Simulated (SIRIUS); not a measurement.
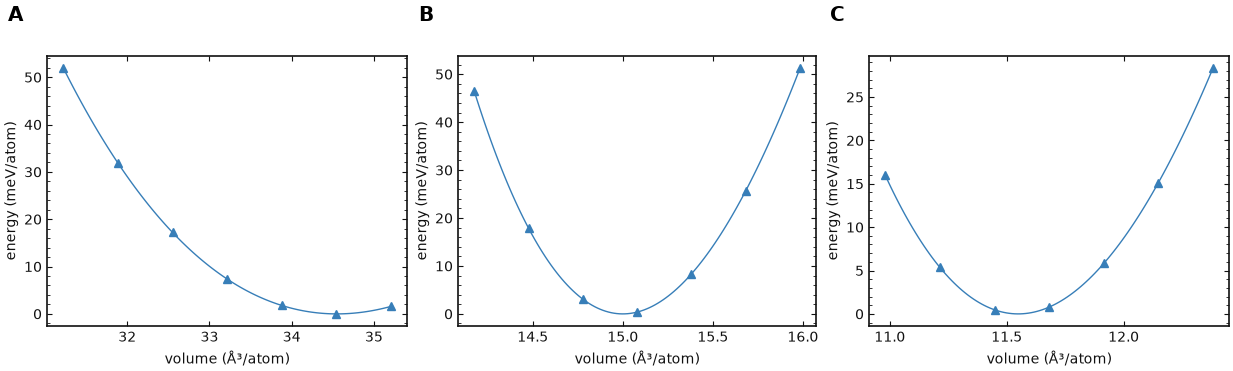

Each panel shows the energy against volume for one of these solids: BP, F-43m (No. 216); HgTe, F-43m (No. 216); Pt, Fm-3m (No. 225).

Method: plane-wave DFT, no spin polarisation; energies at scaled volumes of the given cell, shape and fractions fixed, counted from the fit's minimum, third-order Birch-Murnaghan fit (SIRIUS 7.12.0). Level: PBEsol.

Which panel belongs to which solid?

Answer. A is HgTe (energy from 0.00 meV/atom to 51.93 meV/atom, V0 34.55 Å³/atom, B0 42.2 GPa); B is Pt (energy from 0.38 meV/atom to 51.28 meV/atom, V0 15 Å³/atom, B0 291 GPa); C is BP (energy from 0.47 meV/atom to 28.34 meV/atom, V0 11.55 Å³/atom, B0 169 GPa).

For HgTe, limits of the calculation: spin-orbit coupling left out, heavy elements.

For Pt, limits of the calculation: coarse k mesh; spin-orbit coupling left out, heavy elements.
